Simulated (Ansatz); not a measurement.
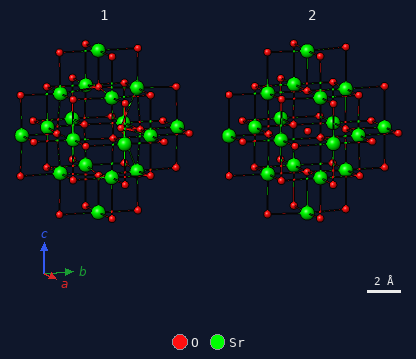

Two geometries of a defect cell of composition O33Sr31 (cell charge +2), drawn at one scale. One is the start of a relaxation, the other its converged end. Style: ball-and-stick. Shown: the atoms within 5.8 Å of the atom that moves most (axes of the cell of the calculation (origin shifted)), slightly off an axis.

These are results of DFT, PBEsol, PAW, plane waves (Ansatz), not measurements. (plane-wave cutoff 420 eV; k-point mesh 1 × 1 × 1; mesh shifted by (0.25, 0.25, 0.25); no spin polarisation; atoms relaxed in a fixed cell; force threshold 0.03 eV/Å; at most 80 steps)

Question: Which one is relaxed?

Answer: Structure 1 is the relaxed one. The largest move is that of an O atom, 1.36 Å roughly along +b. Largest moves by element: O 1.36 Å, Sr 0.14 Å. The cell doesn't change. Near-neighbour distances that change, for instance: O–O 2.491 → 1.366 Å, O–Sr 3.573 → 2.715 Å, O–Sr 3.544 → 2.722 Å, O–Sr 3.625 → 3.013 Å. New bonds form, among them: O–O (2.49 → 1.37 Å), O–Sr (3.54 → 2.72 Å), O–Sr (3.57 → 2.71 Å), O–Sr (3.60 → 3.00 Å). Among the angles between lasting bonds that change: O–Sr–O 90.0° → 102.8°, O–Sr–O 89.2° → 101.2°, Sr–O–Sr 179.1° → 167.4°. After 13 geometry steps the energy has fallen by 3.640 eV per cell of the calculation. Largest force component: 0.77 eV/Å at the start, 0.024 eV/Å at the end. Cost: 21 s on 1 × NVIDIA GB300 Max-Q with 8 threads of Arm Neoverse-V2, peak memory 1.9 GiB.

Limits of the set-up: the cell is charged, on a uniform background, and energies carry no finite-size correction.
